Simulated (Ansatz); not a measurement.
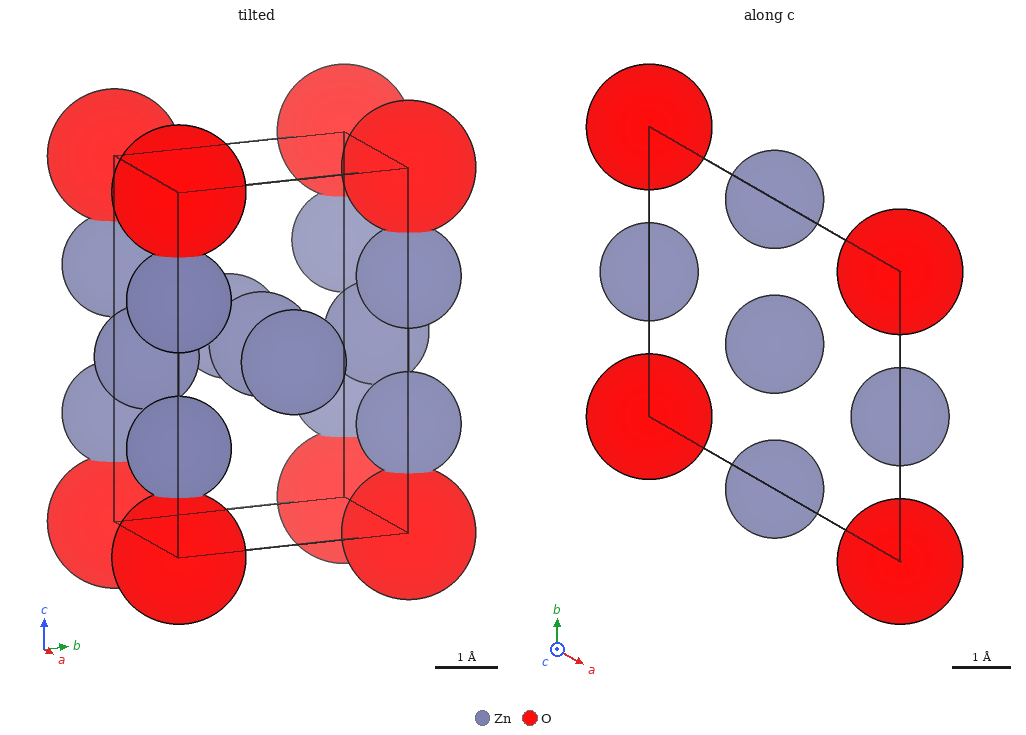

Shown here is a space-filling view of the crystal, taken slightly off an axis and along the c axis. The frame is the conventional unit cell; atoms at its boundary are shown with their periodic copies. Cell: a = 5.06 Å, b = 5.06 Å, c = 6.02 Å, α = 90.00°, β = 90.00°, γ = 120.00°.

The structure was taken from a random cell made by a generator, so it need not be a real form of the compound. Earlier steps of the study, as a rule a relaxation of our own, may have changed the cell and positions, so they can lie some per cent off the listed ones. A calculation with Ansatz used it as input.

Question: Characterise what is shown.

Answer: The stoichiometry is Zn$_{5}$O. The atoms follow space group P6/mmm (No. 191); the Bravais lattice is primitive hexagonal. Cell content: 5 Zn, 1 O, that is 1 formula unit. O is coordinated by two Zn in a linear arrangement at about 1.8 Å. Zn takes two kinds of site: 2e with one O at about 1.8 Å; 3g with no bonds drawn. Not all metal-metal contacts are counted.

Calculation details: Ansatz 0.2.0, DFT PBE, scalar-relativistic, plane waves, PAW; a plane-wave cutoff of 420 eV, the zone sampled with 12×12×6 points, Gaussian smearing of 0.1 eV, no spin polarisation.

Question: How large a gap does the method give, if there is one?

Answer: A metal: bands cross the Fermi level.

Question: Give the Bader charge of each element.

Answer: Zn +0.02 to +0.54 e; O -1.13 e.

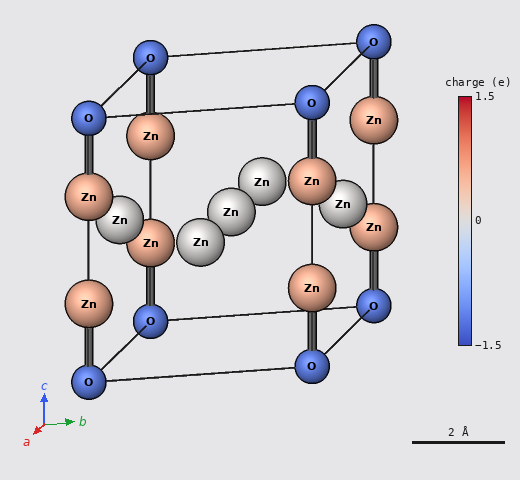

The atoms coloured by those charges. The run's cell of 6 atoms is drawn.

Question: Does the calculation find this structure at rest?

Answer: Yes. All forces vanish to within 0.01 eV/Å. The pressure is 0.0 GPa, close to zero.
